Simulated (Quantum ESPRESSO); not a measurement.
## Tl: 7 runs along one coordinate

System: Tl (2 atoms in the cell).
Method: Kohn-Sham DFT of a periodic cell, PBE, SSSP 1.3 efficiency PBE, no spin polarisation (Quantum ESPRESSO 7.5).

The 7 runs differ only in the geometry, by an even scaling of the cell at fixed fractional positions. The structure derives from an entry of the Crystallography Open Database.

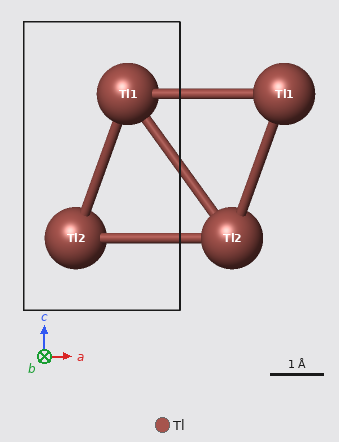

Figure 1. The structure of run 4 (ball-and-stick view of the cell of the calculation, repeated 2 × 1 × 1, along the b axis; atoms are numbered from 1 in the order of the input).

## Input file of run 4
```
&CONTROL
  calculation = 'scf'
  prefix = 'pwscf'
  outdir = './tmp'
  pseudo_dir = './pseudo'
  tprnfor = .true.
  tstress = .true.
  disk_io = 'low'
/
&SYSTEM
  ibrav = 0
  nat = 2
  ntyp = 1
  ecutwfc = 55
  ecutrho = 440
  nbnd = 20
  occupations = 'smearing'
  smearing = 'fd'
  degauss = 0.00367493
/
&ELECTRONS
  conv_thr = 4d-10
  electron_maxstep = 120
  mixing_beta = 0.5
/
ATOMIC_SPECIES
Tl   204.3800 Tl_pbe_v1.2.uspp.F.UPF
CELL_PARAMETERS angstrom
   3.4560000000    0.0000000000    0.0000000000
  -1.7280000000    2.9929837955    0.0000000000
   0.0000000000    0.0000000000    5.5250000000
ATOMIC_POSITIONS crystal
Tl     0.6666666667    0.3333333333    0.7500000000
Tl     0.3333333333    0.6666666667    0.2500000000
K_POINTS automatic
9 9 5 0 0 0
```

## File pp_density.in of run 4
```
&INPUTPP
  prefix = 'pwscf'
  outdir = './tmp'
  filplot = 'density.dat'
  plot_num = 0
/
&PLOT
  nfile = 1
  filepp(1) = 'density.dat'
  iflag = 3
  output_format = 6
  fileout = 'density.cube'
/
```

## File pp_potential.in of run 4
```
&INPUTPP
  prefix = 'pwscf'
  outdir = './tmp'
  filplot = 'potential.dat'
  plot_num = 11
/
&PLOT
  nfile = 1
  filepp(1) = 'potential.dat'
  iflag = 3
  output_format = 6
  fileout = 'potential.cube'
/
```

Command:
```bash
OMP_NUM_THREADS=1 pw.x -in pw.in > pw.out
OMP_NUM_THREADS=1 pp.x -in pp_density.in > pp_density.out
OMP_NUM_THREADS=1 pp.x -in pp_potential.in > pp_potential.out
```

Run 5 has the same physical settings and fractional positions; its lattice vectors (Å) are:
```
   3.478888    0.000000    0.000000
  -1.739444    3.012805    0.000000
   0.000000    0.000000    5.561590
```

## Results, with one run withheld

```tsv
run	volume per atom (Å³)	free energy per atom, from the lowest run given (meV)	pressure (GPa)
1	26.860	76.70	6.15
2	27.432	55.41	4.96
3	28.003	38.05	3.92
4	28.575	24.20	3.01
5	29.146	?	?
6	29.718	5.53	1.45
7	30.289	0.00	0.81
```

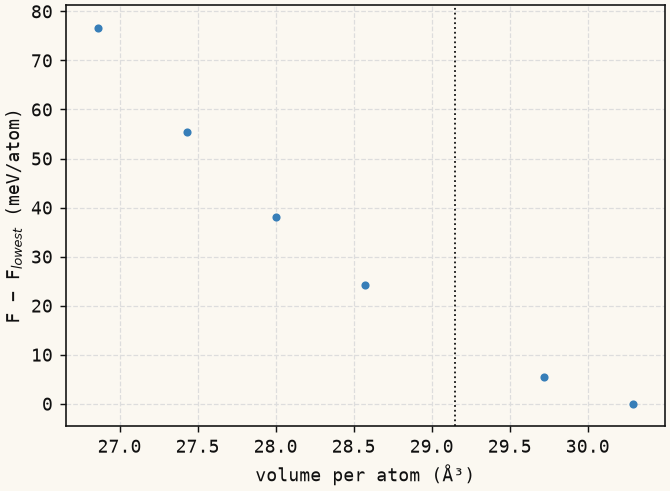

Figure 2. Free energy per atom of the runs given; the dotted line marks run 5.

What should run 5 give?

A cubic polynomial in V^(−2/3) (the Birch–Murnaghan form), fitted to the 6 runs given, misses them by at most 0.02 meV per atom. With x = V^(−2/3) − 0.10734 Å⁻², it reads F = 27.29 + 9033.1 x + 6.6802e+05 x² + 4.5135e+06 x³ (meV per atom). At run 5 it gives 13.49 meV per atom, and the run itself gives 13.48. The slope of the fit gives a pressure −dF/dV of 2.61 GPa there, and the run prints 2.20 GPa. The two needn't agree exactly: the fit is approximate, and the printed stress is taken on a finite basis. The fit has no minimum inside this range.

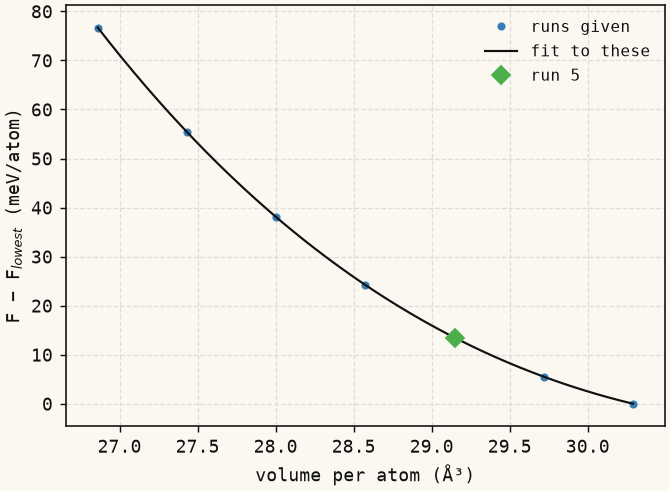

Figure 3. The fit and the withheld run.

## Some lines of the output (run 5)
```
[...]
     number of k points=    36  Fermi-Dirac smearing, width (Ry)=  0.0037
     total energy              =    -289.92796392 Ry
     total energy              =    -289.92982117 Ry
     total energy              =    -289.92993721 Ry
     total energy              =    -289.92994518 Ry
     total energy              =    -289.92995467 Ry
     total energy              =    -289.92995511 Ry
     total energy              =    -289.92995522 Ry
     total energy              =    -289.92995525 Ry
     the Fermi energy is    10.4454 ev
!    total energy              =    -289.92995525 Ry
     The total energy is F=E-TS. E is the sum of the following terms:
     Computing stress (Cartesian axis) and pressure
          total   stress  (Ry/bohr**3)                   (kbar)     P=       21.95
```

Notes on the run: negative rho. Spin–orbit coupling is left out, which matters for Tl.
